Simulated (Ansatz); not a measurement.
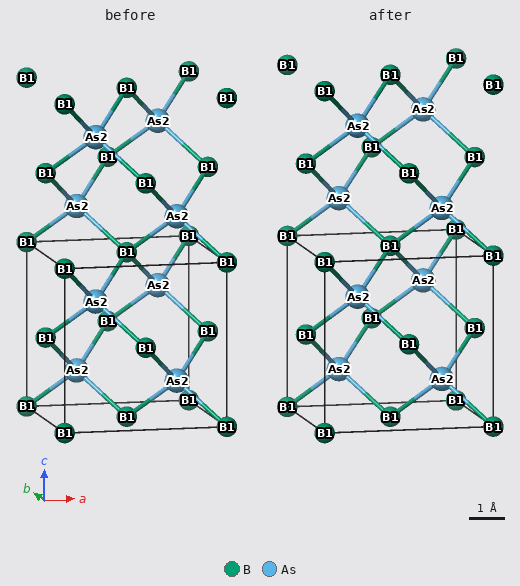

Left: crystalline BAs (built on the zincblende type) at its r2SCAN-relaxed geometry. Right: the same structure after one change, at the same scale. The picture is a ball-and-stick view of the conventional cell (4 times the calculation's cell), repeated 1 × 1 × 2 with one cell outlined, seen slightly off an axis. Lengths and directions refer to the drawn axes.

Level of theory: DFT, PBE, plane waves, PAW in Ansatz. Settings: plane-wave cutoff 420 eV; k-point mesh 10 × 10 × 10; occupations fermi dirac; smearing width 0.02 eV; no spin polarisation.

### Which change leads from the left to the right?

The cell is strained by −1.9 % along b and +4.0 % across it (volume +6.2 %). The atoms and the free axis were relaxed with r2SCAN under that strain, and this is a single point on that geometry.

### And its effect?

Among the bonded contacts that change: As–B 2.071 → 2.115 Å. The space group (tolerance 0.01 Å) goes from F-43m (No. 216) to I-4m2 (No. 119). The energy rises by 27.8 meV per atom. Pressure: 2.2 GPa before, −5.3 GPa after. The principal stresses (compression positive) are 1.7 GPa along b and −8.7 GPa across it. All forces vanish by symmetry. The band gap goes from 1.19 to 0.44 eV.
